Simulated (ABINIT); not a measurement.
## Oneshot calculation of MoS2 (part 1 of 2)

The run: oneshot calculation of MoS2 (R3m, 3 atoms in the cell). Method and program: Kohn-Sham DFT of a periodic cell, LDA, PseudoDojo NC SR LDA v0.4.1 standard (ABINIT 10.8.3).

The structure derives from an entry of the Crystallography Open Database. The run did not end well.

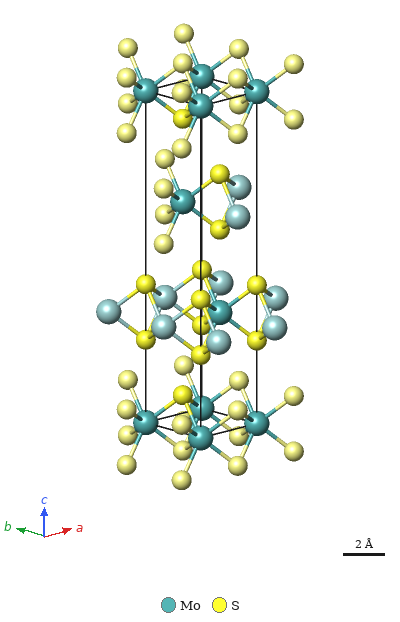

Figure 1. The structure as given in the input (ball-and-stick view of the cell 3 times as large as that of the calculation, set on its symmetry axes, seen at an oblique angle; neighbours outside the cell are drawn fainter). An atom can appear more than once, as a periodic image. Near neighbours in the periodic cell (some may lie outside the picture): Mo has 6 S at 2.39 Å; S has 3 Mo at 2.39 Å.

## Input
```
# Datasets
ndtset 3

# Pseudopotentials
pp_dirpath "./"
pseudos "Mo.upf, S.upf"

# Structure
acell 12.122417568 12.122417568 12.122417568
rprim
     0.2463013058     0.1422021252     0.9587044499
    -0.2463013058     0.1422021252     0.9587044499
     0.0000000000    -0.2844042504     0.9587044499
ntypat 2
znucl 42 16
natom 3
typat 1 2 2
xred
            0.0            0.0            0.0
   0.4170000000   0.4170000000   0.4170000000
            1/4            1/4            1/4

# Plane-wave basis
ecut 35.0

# k points
kptopt 1
ngkpt 6 6 6
nshiftk 1
shiftk 0.0 0.0 0.0
istwfk *1

# Exchange and correlation
ixc 7

# Bands and occupations
occopt 1

# SCF cycle
nstep 80
diemac 6.0

# Output
iomode 3
prteig 0
prtebands 0

# Dataset 1: ground state
nband1 13
tolvrs1 1.0e-12
prtden1 1
prtwf1 0

# Dataset 2: empty bands at fixed density
iscf2 -2
getden2 1
nband2 25
nbdbuf2 4
tolwfr2 1.0e-12
nstep2 120
prtden2 0

# Dataset 3: self-energy
optdriver3 4
getwfk3 2
nband3 21
ecutsigx3 35.0
ecutwfn3 35.0
symsigma3 1
gwcalctyp3 15
ixc_sigma3 42
getden3 1
fftgw3 01
gw_qprange3 -17
```

Hardware: 4 threads of Intel Xeon (Granite Rapids), 128 GiB of memory available, shared host.

Launch command:
```bash
mpirun --bind-to none -np 4 abinit run.abi > log 2>&1
```

## The program's output
```
.Version 10.8.3 of ABINIT
 DATASET    1 : space group R3 m (#160); Bravais hR (rhombohedral)
================================================================================
 Values of the parameters that define the memory need for DATASET  1.
     intxc =       0    ionmov =       0      iscf =       7    lmnmax =       6
     lnmax =       6     mgfft =      72  mpssoang =       3    mqgrid =    3001
     natom =       3  nloc_mem =       1    nspden =       1   nspinor =       1
    nsppol =       1      nsym =       6    n1xccc =    2501    ntypat =       2
    occopt =       1   xclevel =       1
       mpw =        3566          nfft =      373248          nkpt =          32
================================================================================
================================================================================

 DATASET    2 : space group R3 m (#160); Bravais hR (rhombohedral)
================================================================================
 Values of the parameters that define the memory need for DATASET  2.
     intxc =       0    ionmov =       0      iscf =      -2    lmnmax =       6
     lnmax =       6     mgfft =      72  mpssoang =       3    mqgrid =    3001
     natom =       3  nloc_mem =       1    nspden =       1   nspinor =       1
    nsppol =       1      nsym =       6    n1xccc =    2501    ntypat =       2
    occopt =       1   xclevel =       1
       mpw =        3566          nfft =      373248          nkpt =          32
================================================================================
================================================================================

 DATASET    3 : space group R3 m (#160); Bravais hR (rhombohedral)
================================================================================
 Values of the parameters that define the memory need for DATASET  3.
     intxc =       0    ionmov =       0      iscf =       7    lmnmax =       6
     lnmax =       6     mgfft =      72  mpssoang =       3    mqgrid =    3001
     natom =       3  nloc_mem =       1    nspden =       1   nspinor =       1
    nsppol =       1      nsym =       6    n1xccc =    2501    ntypat =       2
    occopt =       1   xclevel =       2
       mpw =        3566          nfft =      373248          nkpt =          32
================================================================================
================================================================================

--------------------------------------------------------------------------------
------------- Echo of variables that govern the present computation ------------
--------------------------------------------------------------------------------
 -outvars: echo values of preprocessed input variables --------
            acell      1.2122417568E+01  1.2122417568E+01  1.2122417568E+01 Bohr
              amu      9.59400000E+01  3.20660000E+01
           diemac      6.00000000E+00
             ecut      3.50000000E+01 Hartree
         ecutsigx1     0.00000000E+00 Hartree
         ecutsigx2     0.00000000E+00 Hartree
         ecutsigx3     3.50000000E+01 Hartree
          ecutwfn1     0.00000000E+00 Hartree
          ecutwfn2     0.00000000E+00 Hartree
          ecutwfn3     3.50000000E+01 Hartree
            fftgw1         21
            fftgw2         21
            fftgw3          1
           getden1          0
           getden2          1
           getden3          1
           getwfk1          0
           getwfk2          0
           getwfk3          2
        gwcalctyp1          0
        gwcalctyp2          0
        gwcalctyp3         15
       gw_qprange1          0
       gw_qprange2          0
       gw_qprange3        -17
             iscf1          7
             iscf2         -2
             iscf3          7
              ixc           7
        ixc_sigma1          1
        ixc_sigma2          1
        ixc_sigma3         42
           jdtset        1    2    3
                       outvar_i_n : Printing only first  50 k-points.
         kptrlatt        6    0    0      0    6    0      0    0    6
          kptrlen      3.58292073E+01
            natom           3
            nband1         13
            nband2         25
            nband3         21
          nbandhf          13
           nbdbuf1          0
           nbdbuf2          4
           nbdbuf3          0
           ndtset           3
            ngfft          72      72      72
             nkpt          32
           nkpthf         216
          npwsigx1          0
          npwsigx2          0
          npwsigx3       3493
            nstep1         80
            nstep2        120
            nstep3         80
             nsym           6
           ntypat           2
        optdriver1          0
        optdriver2          0
        optdriver3          4
           prtden1          1
           prtden2          0
           prtden3          1
        prtebands           0
           prteig           0
            prtwf1          0
            prtwf2          1
            prtwf3          1
            rprim      2.4630130580E-01  1.4220212520E-01  9.5870444990E-01
                      -2.4630130580E-01  1.4220212520E-01  9.5870444990E-01
                       0.0000000000E+00 -2.8440425040E-01  9.5870444990E-01
          spgroup         160
           tolvrs1     1.00000000E-12
           tolvrs2     0.00000000E+00
           tolvrs3     0.00000000E+00
           tolwfr1     0.00000000E+00
           tolwfr2     1.00000000E-12
           tolwfr3     0.00000000E+00
            typat      1  2  2
          usefock1          0
          usefock2          0
          usefock3          1
           xangst      0.0000000000E+00  0.0000000000E+00  0.0000000000E+00
                      -1.1976574431E-16  1.5818620022E-17  7.6936499945E+00
                       1.4896662889E-17 -8.1124549612E-18  4.6124999967E+00
            xcart      0.0000000000E+00  0.0000000000E+00  0.0000000000E+00
                      -2.2632445602E-16  2.9892859531E-17  1.4538891398E+01
                       2.8150613050E-17 -1.5330318085E-17  8.7163617495E+00
             xred      0.0000000000E+00  0.0000000000E+00  0.0000000000E+00
                       4.1700000000E-01  4.1700000000E-01  4.1700000000E-01
                       2.5000000000E-01  2.5000000000E-01  2.5000000000E-01
            znucl       42.00000   16.00000

================================================================================

 chkinp: Checking input parameters for consistency, jdtset=   1.

 chkinp: Checking input parameters for consistency, jdtset=   2.

 chkinp: Checking input parameters for consistency, jdtset=   3.

================================================================================
== DATASET  1 ==================================================================

--- !DatasetInfo
iteration_state: {dtset: 1, }
dimensions: {natom: 3, nkpt: 32, mband: 13, nsppol: 1, nspinor: 1, nspden: 1, mpw: 3566, }
cutoff_energies: {ecut:  35.0, pawecutdg:  -1.0, }
electrons: {nelect:   2.60000000E+01, charge:   0.00000000E+00, occopt:   1.00000000E+00, tsmear:   1.00000000E-02, }
meta: {optdriver: 0, ionmov: 0, optcell: 0, iscf: 7, paral_kgb: 0, }
...

 Exchange-correlation functional for the present dataset will be:
  LDA: Perdew-Wang 92 LSD fit to Ceperley-Alder data - ixc=7
  J.P.Perdew and Y.Wang, PRB 45, 13244 (1992)

 Real(R)+Recip(G) space primitive vectors, cartesian coordinates (Bohr,Bohr^-1):
 R(1)=  2.9857673  1.7238335 11.6218157  G(1)=  0.1674611  0.0966837  0.0286817
 R(2)= -2.9857673  1.7238335 11.6218157  G(2)= -0.1674611  0.0966837  0.0286817
 R(3)=  0.0000000 -3.4476671 11.6218157  G(3)=  0.0000000 -0.1933675  0.0286817
 Unit cell volume ucvol=  3.5890252E+02 bohr^3
 Angles (23,13,12)=  2.85174998E+01  2.85174998E+01  2.85174998E+01 degrees

 getcut: wavevector=  0.0000  0.0000  0.0000  ngfft=  72  72  72
         ecut(hartree)=     35.000   => boxcut(ratio)=   2.23090

 getcut : COMMENT -
  Note that boxcut > 2.2 ; recall that boxcut=Gcut(box)/Gcut(sphere) = 2
  is sufficient for exact treatment of convolution.
  Such a large boxcut is a waste : you could raise ecut
  e.g. ecut=   43.547902 Hartrees makes boxcut=2

--- Pseudopotential description ------------------------------------------------
- pspini: atom type   1  psp file is ./Mo.upf
  42.00000  14.00000  180309                  znucl, zion, pspdat
12 -1012 2 -1 1602                            pspcod,pspxc,lmax,lloc,mmax
     nproj     2     2     2

- pspini: atom type   2  psp file is ./S.upf
  16.00000   6.00000  180309                  znucl, zion, pspdat
12 -1012 2 -1 1132                            pspcod,pspxc,lmax,lloc,mmax
     nproj     2     2     2

   8.62314590E+02                                ecore*ucvol(ha*bohr**3)
--------------------------------------------------------------------------------

================================================================================

--- !BeginCycle
iteration_state: {dtset: 1, }
solver: {iscf: 7, nstep: 80, nline: 4, wfoptalg: 0, }
tolerances: {tolvrs: 1.00E-12, }
...

     iter   Etot(hartree)      deltaE(h)  residm     vres2
 ETOT  1  -92.220559094677    -9.222E+01 7.172E-02 9.395E+03
 ETOT  2  -90.330649546818     1.890E+00 4.064E-02 1.178E+05
 ETOT  3  -92.564146160846    -2.233E+00 4.527E-02 8.531E+02
 ETOT  4  -92.593189828045    -2.904E-02 1.596E-02 7.203E+01
 ETOT  5  -92.594601488852    -1.412E-03 4.950E-04 1.529E+01
 ETOT  6  -92.594818669935    -2.172E-04 2.090E-04 4.271E+00
 ETOT  7  -92.594908193866    -8.952E-05 1.759E-05 3.275E-02
 ETOT  8  -92.594912014480    -3.821E-06 6.229E-06 4.233E-03
 ETOT  9  -92.594912597429    -5.829E-07 5.726E-07 1.276E-03
 ETOT 10  -92.594912725575    -1.281E-07 2.705E-07 1.150E-04
 ETOT 11  -92.594912749052    -2.348E-08 1.921E-08 5.913E-05
 ETOT 12  -92.594912755097    -6.044E-09 1.802E-08 2.207E-06
 ETOT 13  -92.594912756302    -1.206E-09 1.064E-09 1.613E-06
 ETOT 14  -92.594912756604    -3.023E-10 1.482E-09 2.596E-07
 ETOT 15  -92.594912756672    -6.806E-11 8.797E-11 1.865E-07
 ETOT 16  -92.594912756690    -1.710E-11 1.238E-10 3.728E-08
 ETOT 17  -92.594912756694    -4.576E-12 7.380E-12 3.215E-08
 ETOT 18  -92.594912756699    -4.817E-12 1.035E-11 9.676E-10
 ETOT 19  -92.594912756699     2.984E-13 6.384E-13 7.689E-11
 ETOT 20  -92.594912756695     3.311E-12 8.943E-13 5.647E-11
 ETOT 21  -92.594912756696    -1.080E-12 5.537E-14 7.556E-11
 ETOT 22  -92.594912756694     2.430E-12 7.895E-14 4.871E-11
 ETOT 23  -92.594912756703    -9.251E-12 4.740E-15 1.739E-11
 ETOT 24  -92.594912756700     3.183E-12 7.085E-15 8.117E-14

 At SCF step   24       vres2   =  8.12E-14 < tolvrs=  1.00E-12 =>converged.

 Cartesian components of stress tensor (hartree/bohr^3)
  sigma(1 1)=  1.17771238E-04  sigma(3 2)=  0.00000000E+00
  sigma(2 2)=  1.17771238E-04  sigma(3 1)=  0.00000000E+00
  sigma(3 3)=  3.14949675E-05  sigma(2 1)=  0.00000000E+00
```
